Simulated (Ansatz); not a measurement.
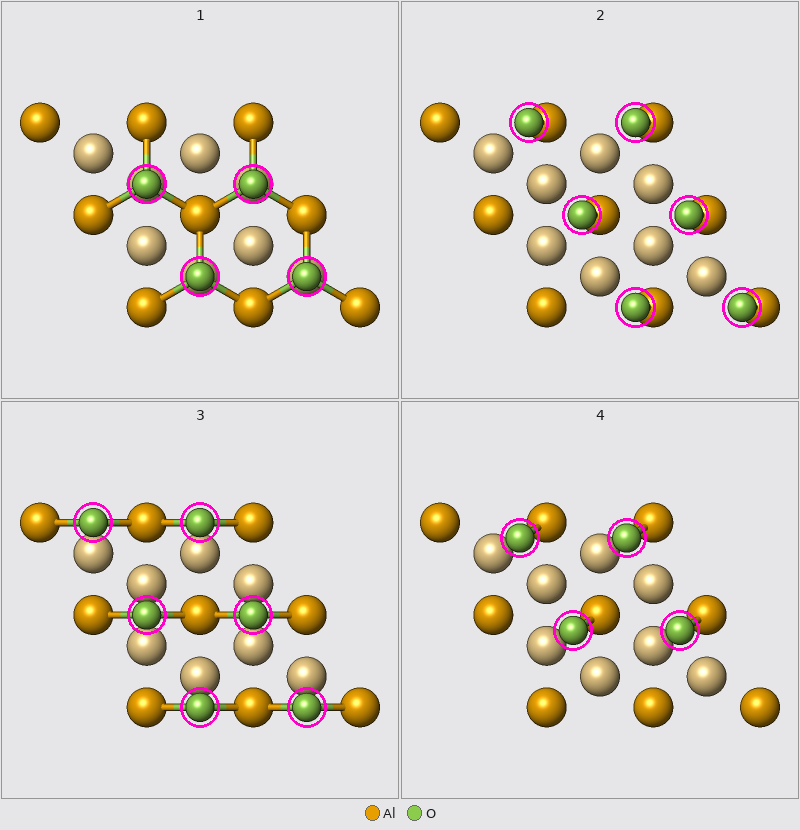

O on an Al(001) slab cut from the P6_3/mmc phase, its upper half relaxed before the scan (9 atoms of substrate and one adsorbate in a 1 × 1 cell). O is moved over the surface cell; relaxed at each place: the height of the adsorbate's atoms; substrate rigid; the origin of the map has the adsorbate above Al9. Places are given modulo a cell vector. The map is drawn in real space over the plane of the surface. The grid has 6 × 6 points; 10 points were computed and 26 follow by symmetry. Energies: eV, counted from the lowest grid point. With one adsorbate in each 1 × 1 cell, its nearest image is 2.9 Å away, so neighbouring adsorbates interact. Theory: DFT PBE, scalar-relativistic, plane waves, PAW in Ansatz 0.2.0. Settings: cutoff 420 eV, k-mesh 9×9×1, gaussian smearing 0.1 eV, no spin polarisation.

The numbered pictures are structures from this grid. Rings mark the moved atoms.

> Rank them by energy, lowest first.

1, at a threefold hollow over a second-layer Al atom, (4/6, 2/6) of the cell vectors: 0.16 eV; 3, at a bridge site between two Al atoms, (3/6, 0/6) of the cell vectors: 1.08 eV; 4, at (4/6, 5/6) of the cell vectors [nearest 1 Al at 1.62 Å]: 3.57 eV; 2, at (5/6, 0/6) of the cell vectors [nearest 1 Al at 1.66 Å]: 4.26 eV.

The map, with the structures marked:

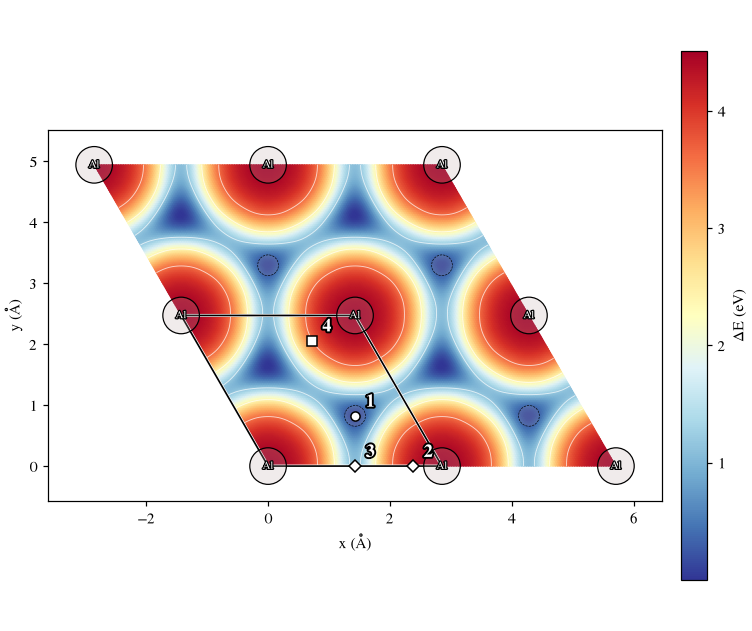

Drawn: a smooth colour map with a few white contour lines, labelled circles for the atoms of the top layer and small ones for the second layer, the outline of one cell of the 2 × 2 shown. Between grid points the surface is interpolated.

PAW datasets: the set soft_1.
